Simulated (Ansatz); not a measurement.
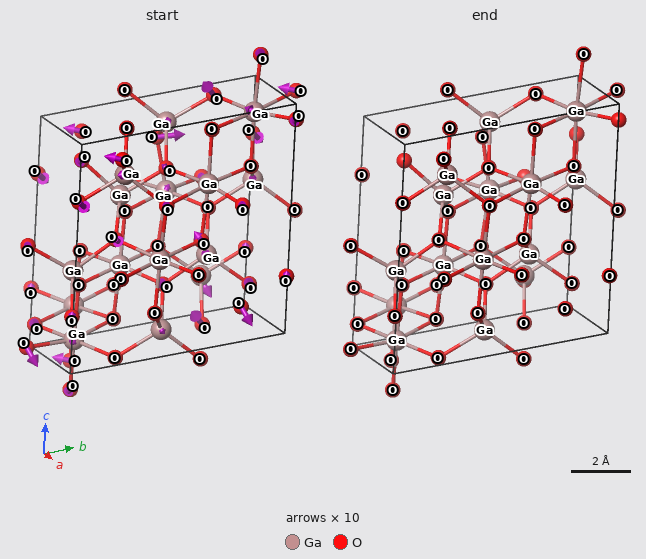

The structure of a defect cell of composition Ga$_{5}$O$_{8}$ (cell charge −1) before (left) and after (right) a relaxation, at one scale. The purple arrows give the displacements, 10 times their true length.

A ball-and-stick model of the cell of the calculation, seen slightly off an axis.

Level of theory: DFT PBEsol, scalar-relativistic, plane waves, PAW in Ansatz 0.2.0. Settings: plane-wave cutoff 420 eV; k-point mesh 2 × 2 × 2; occupations gaussian; smearing width 0.02 eV; mesh shifted by (0.5, 0.5, 0.5); collinear spin; atoms relaxed in a fixed cell; force threshold 0.03 eV/Å; at most 40 steps.

> Summarise the run.

The energy falls by 95.8 meV per cell of the calculation in 5 accepted moves (6 points after the start). The largest force component goes from 0.4 to 0.013 eV/Å. 1 step only repeated the SCF at the same geometry. The atom that moves furthest is an O atom (0.099 Å roughly along [−1 3 0]). By element the largest moves are O 0.099 Å, Ga 0.041 Å. The cell doesn't change. Near-neighbour distances that change, for instance: Ga–O 2.079 → 2.025 Å, Ga–O 2.049 → 2.012 Å, Ga–O 1.941 → 1.916 Å, Ga–O 2.098 → 2.119 Å. Among the angles between lasting bonds that change: O–Ga–O 92.0° → 94.5°, O–Ga–O 104.5° → 106.9°, O–Ga–O 107.1° → 109.4°. The run took 4 min on 8 threads of Arm Neoverse V1, with other jobs on the host, peak memory 3.4 GiB.

Limits of the set-up: the periodic images lie only 7.5 Å apart, so the values are limited by the cell's size; the cell is charged, on a uniform background, and energies carry no finite-size correction.
